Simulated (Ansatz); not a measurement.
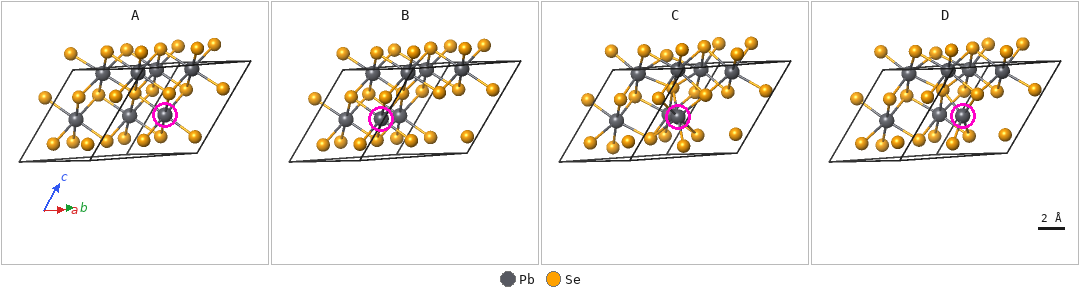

4 geometries from a converged minimum-energy path of a defect cell of composition Pb$_{7}$Se$_{8}$ with a Pb vacancy (15 atoms in the cell), shuffled. Style: ball-and-stick. Shown: the reduced simulation cell (origin moved), from a free direction. The moving atom is ringed, with any periodic copies. Lengths and directions refer to the drawn axes. Bonds to atoms that aren't drawn are left out.

These are results of Ansatz 0.2.0, DFT PBEsol, scalar-relativistic, plane waves, PAW, not measurements. Run with plane-wave cutoff 420 eV; k-point mesh 4 × 4 × 4; Gaussian smearing 0.1 eV; 3 movable images; climbing image from the first iteration; force threshold 0.05 eV/Å; iteration limit 60.

Which of them lies highest in energy?

C. In order along the path, whose images run from 0 to 4: A (image 0, 0.00 eV), D (image 1, +0.55 eV), C (image 2, +1.09 eV), B (image 4, 0.00 eV). It is a vacancy jump: a nearby atom moves into the empty site and leaves its own site empty. A Pb atom travels furthest, 4.32 Å from end to end, along −b, on a straight line. At the highest image its nearest neighbour (Se) is 2.78 Å away, against 3.05 Å at the start, and the surrounding atoms stand up to 0.53 Å off the mean of their end positions.

The run took 16 min on 4 threads of Intel(R) Xeon(R) 6975P-C (Granite Rapids), with other jobs on the host, peak memory 6.3 GiB.
